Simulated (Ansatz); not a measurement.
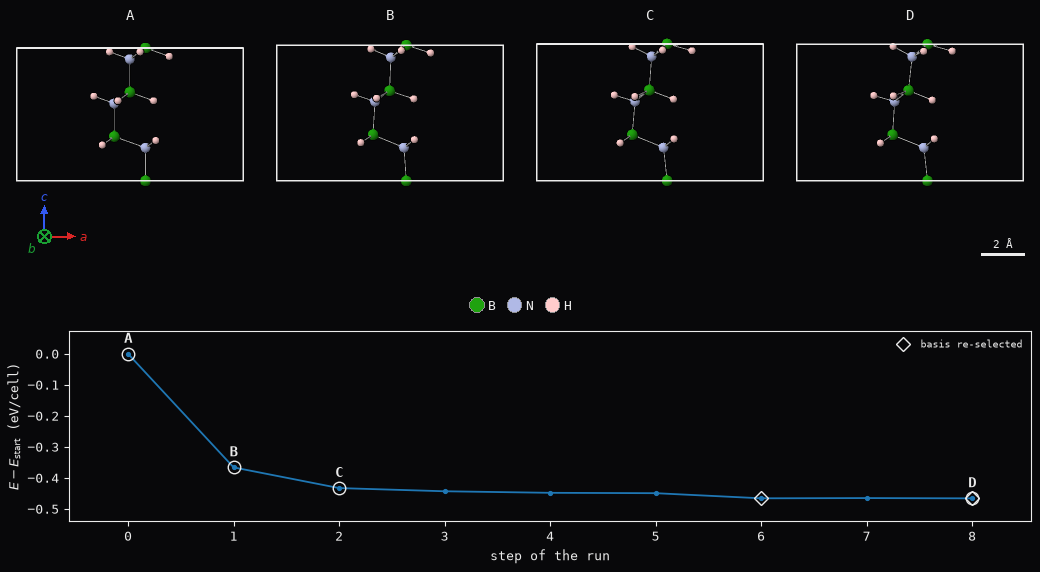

Frames of a relaxation of a wire of composition B2H7N2, marked on the history of the run. A ball-and-stick model of the cell of the calculation, with the vacuum cut short, seen along the b axis.

Case: wire along [1 1 1], 8 atoms a period, capped with H.

The calculation used DFT PBE, scalar-relativistic, plane waves, PAW (Ansatz). Set-up: plane-wave cutoff 420 eV; k-point mesh 1 × 1 × 6; occupations gaussian; smearing width 0.05 eV; no spin polarisation; cell relaxed at fixed a, b, alpha, beta, gamma; force threshold 0.02 eV/Å; at most 45 steps.

### Describe the path.

After 6 accepted moves (8 points after the start) the energy has fallen by 0.466 eV per cell of the calculation. The largest force component goes from 0.95 to 0.0088 eV/Å. At 2 points the geometry stayed and the basis and grid were re-selected for the new cell (energy shift of 16.5 meV per cell of the calculation at most each time). The largest moves relative to the centre of the atoms, 0.25 Å, are those of H atoms. Largest moves by element: H 0.25 Å, N 0.12 Å, B 0.09 Å. Along the periodic axis the drawn cell goes c 6.278 → 6.448 Å (+2.7 %). Some distances before and after: B–N 1.570 → 1.611 Å, B–H 1.190 → 1.223 Å, B–N 1.570 → 1.586 Å, H–N 1.020 → 1.025 Å. Bond angles that change, for instance: B–N–B 109.5° → 117.9°, B–N–B 109.5° → 116.9°, B–N–H 109.5° → 102.5°. From step 0 to 1: H atoms move most (0.11 Å), energy −0.366 eV per cell of the calculation. From step 1 to 2: H atoms move most (0.10 Å), energy −66.7 meV per cell of the calculation. From step 2 to 8: H atoms move most (0.08 Å), energy −33.1 meV per cell of the calculation.

```json
{"step": "0", "E − E(0), meV/atom": "0.00", "largest force component, eV/Å": "0.9504", "note": ""}
{"step": "1", "E − E(0), meV/atom": "-16.64", "largest force component, eV/Å": "0.5065", "note": ""}
{"step": "2", "E − E(0), meV/atom": "-19.67", "largest force component, eV/Å": "0.1789", "note": ""}
{"step": "3", "E − E(0), meV/atom": "-20.13", "largest force component, eV/Å": "0.0711", "note": ""}
{"step": "4", "E − E(0), meV/atom": "-20.36", "largest force component, eV/Å": "0.0804", "note": ""}
{"step": "5", "E − E(0), meV/atom": "-20.41", "largest force component, eV/Å": "0.0153", "note": ""}
{"step": "6", "E − E(0), meV/atom": "-21.16", "largest force component, eV/Å": "0.0154", "note": "same geometry, new basis"}
{"step": "7", "E − E(0), meV/atom": "-21.13", "largest force component, eV/Å": "0.0087", "note": ""}
{"step": "8", "E − E(0), meV/atom": "-21.17", "largest force component, eV/Å": "0.0088", "note": "same geometry, new basis"}
```
